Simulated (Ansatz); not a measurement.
Structure data:

```xyz
4
Lattice="2.9721 0.0000 0.0000 0.0000 2.9721 0.0000 0.0000 0.0000 4.6235" Properties=species:S:1:pos:R:3 pbc="T T T"
Zn    0.0000    0.0000    0.0000
O     1.4861    1.4861    0.0000
Zn    1.4861    1.4861    2.3118
O     0.0000    0.0000    2.3118
```

Say what kind of structure these coordinates give.

Its composition is ZnO. It is body-centred tetragonal, space group I4/mmm (No. 139). Cell content 2 Zn, 2 O; Z = 2. The coordination shell of Zn holds six O in a distorted octahedral arrangement at 2.10 to 2.31 Å. O is linked to six Zn in a distorted octahedral arrangement at 2.10 to 2.31 Å. The bonds build a three-dimensional framework.

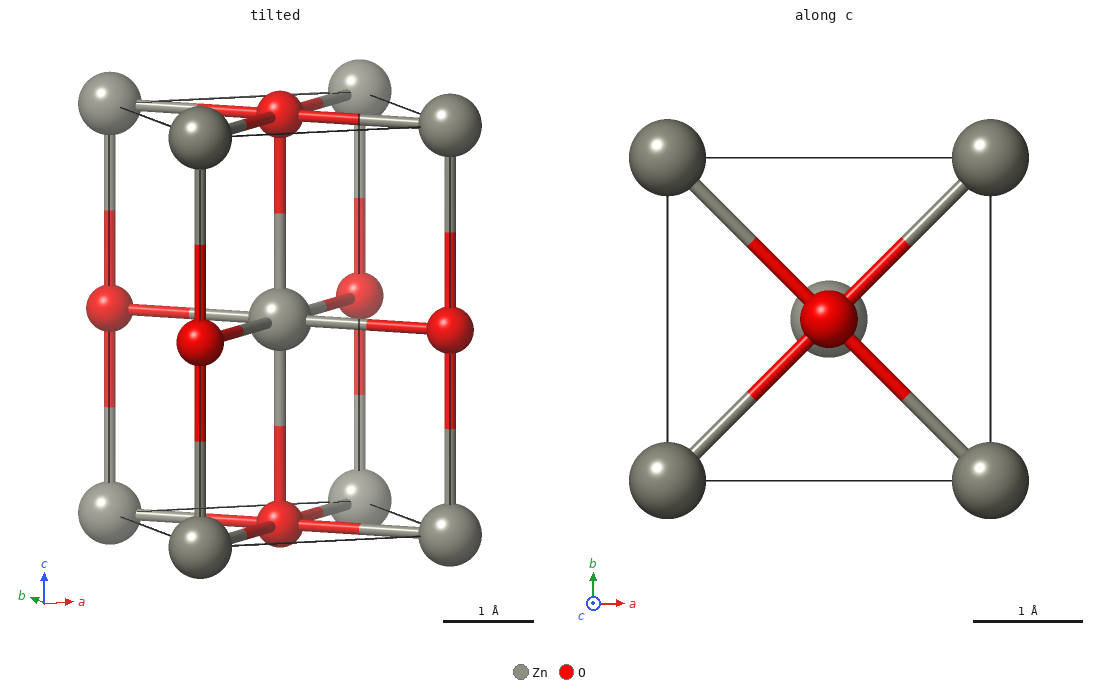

Ball-and-stick representation of a periodic structure, projected slightly off an axis and along the c axis. The frame is the conventional unit cell; atoms at its boundary are shown with their periodic copies.

Provenance: a structure listed in the Materials Project. The cell was then strained or its atoms displaced on purpose. It went into a calculation with Ansatz.

At this level of theory the cell isn't at rest (stretched, at -13 GPa), so its distances can differ from those at equilibrium, the more so the softer the solid.
